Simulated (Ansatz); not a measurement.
Structure of Ir:

```cif
data_structure
_symmetry_space_group_name_H-M 'P 1'
_symmetry_Int_Tables_number 1
_cell_length_a 3.0478
_cell_length_b 3.0478
_cell_length_c 3.0478
_cell_angle_alpha 90.000
_cell_angle_beta 90.000
_cell_angle_gamma 90.000
_cell_volume 28.31
loop_
_atom_site_label
_atom_site_type_symbol
_atom_site_fract_x
_atom_site_fract_y
_atom_site_fract_z
_atom_site_occupancy
Ir1 Ir 0.00000 0.00000 0.00000 1
Ir2 Ir 0.50000 0.50000 0.50000 1
```

Structure used: the input geometry of an electronic-structure calculation (not necessarily at equilibrium); the starting structure was generated, so it need not be a known form of this composition.

**Predict radii and indices of the first 5 visible rings (3 % of the strongest or more) for λ = 0.2066 Å and a flat detector at 750 mm.**

```csv
ring,radius,2θ (°),d (Å),hkl
1,72.1 mm,5.49,2.16,110
2,102.4 mm,7.77,1.524,200
3,125.8 mm,9.52,1.244,211
4,145.8 mm,11.00,1.078,220
5,163.6 mm,12.31,0.964,310
```

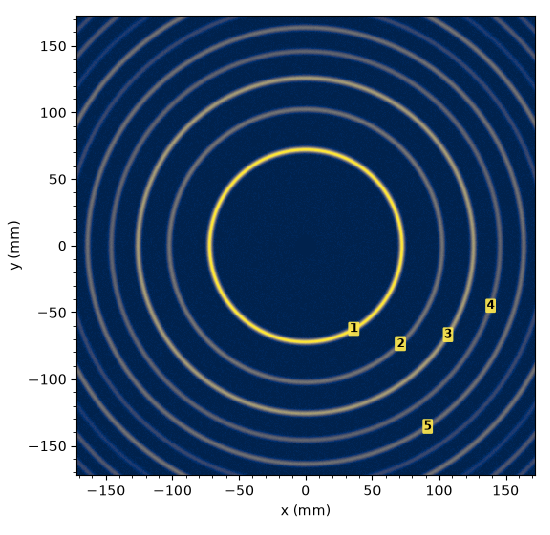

Simulated X-ray powder rings on a flat area detector normal to the beam: λ = 0.2066 Å, sample-to-detector distance 750 mm, axes in mm from the beam centre, for a fine-grained powder without texture. Kinematic intensities with B = 0.3 Å² for all atoms, without absorption; brightness goes as intensity to the power 0.5, clipped at the top, with counting noise. Reflections closer than the ring width show as one ring. The numbers mark the rings of the table.
